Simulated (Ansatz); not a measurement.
TiAl3

```cif
data_structure
_symmetry_space_group_name_H-M 'P 1'
_symmetry_Int_Tables_number 1
_cell_length_a 5.7205
_cell_length_b 5.7205
_cell_length_c 6.5157
_cell_angle_alpha 90.000
_cell_angle_beta 90.000
_cell_angle_gamma 120.000
_cell_volume 184.66
loop_
_atom_site_label
_atom_site_type_symbol
_atom_site_fract_x
_atom_site_fract_y
_atom_site_fract_z
_atom_site_occupancy
Ti1 Ti 0.00000 0.00000 0.00000 1
Ti2 Ti 0.66667 0.33333 0.33333 1
Ti3 Ti 0.33333 0.66667 0.66667 1
Al1 Al 0.50000 0.00000 0.00000 1
Al2 Al 0.16667 0.33333 0.33333 1
Al3 Al 0.83333 0.66667 0.66667 1
Al4 Al 0.50000 0.50000 0.00000 1
Al5 Al 0.16667 0.83333 0.33333 1
Al6 Al 0.83333 0.16667 0.66667 1
Al7 Al 0.00000 0.50000 0.00000 1
Al8 Al 0.66667 0.83333 0.33333 1
Al9 Al 0.33333 0.16667 0.66667 1
```

Space group R-3m; a structure from a database of computed crystals, not necessarily the ambient phase; computed without spin polarisation.

All numbers below come from DFT PBEsol, scalar-relativistic, plane waves, PAW (Ansatz 0.2.0).

Core electrons are frozen (PAW), and the valence fields are smoothed inside the atomic spheres.

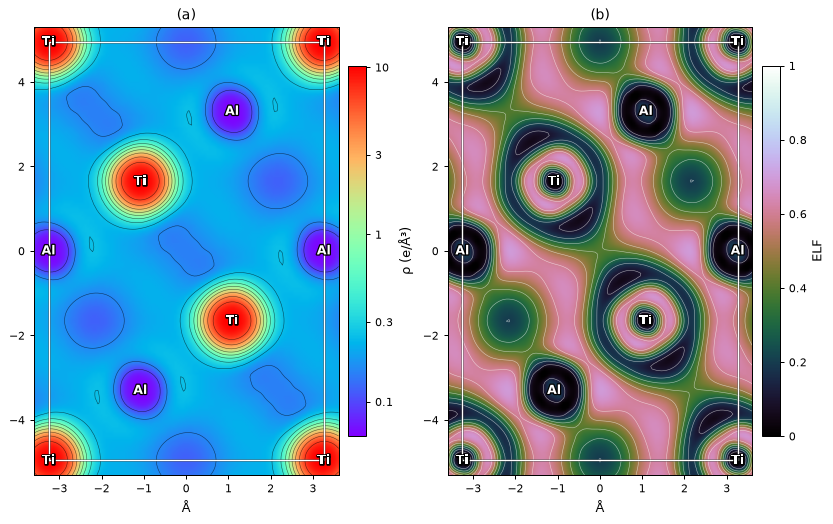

Figure 1. (a) valence charge density (pseudo); (b) ELF on the (110) plane of the conventional cell.

### Describe what can be read from this map.

The plane passes through Ti and Al nuclei.
Ti–Al (2.73 Å): the density is about 0.24 e/Å³ at the midpoint; the ELF is about 0.40 at the midpoint.
Between the atoms the lowest density in this plane is 0.12 e/Å³.
The features right at Ti lie inside the PAW spheres, where the map follows smoothed inner orbitals and isn't to be read closely.

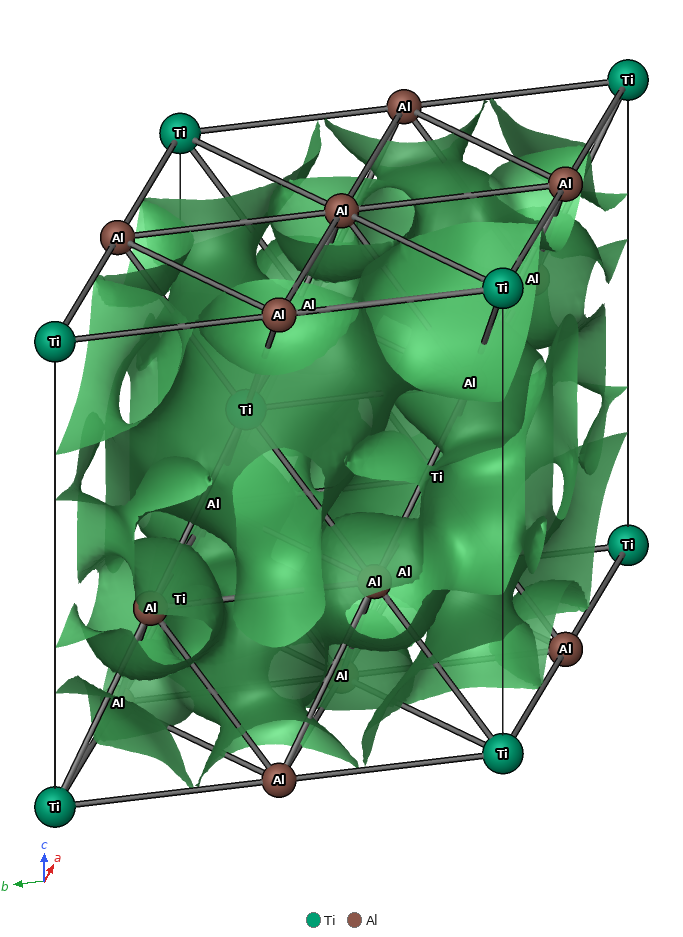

Figure 2. Isosurface of the ELF at 0.55 (green), seen at an oblique angle. Only the valence region is drawn (cores and ρ < 0.01 e/Å³ removed). Sticks mark near contacts.

### What do the ELF domains correspond to?

At this value the surface marks out one network that runs through the whole crystal, counted in one cell of 12 atoms. Any copies at cell faces, edges or corners count once.


 Al–Al (2.73 Å): the ELF peaks at about 0.70 between the atoms.

### Does the calculation make it a metal, or give it a gap?

It is metallic or semimetallic at this level of theory: no gap opens.
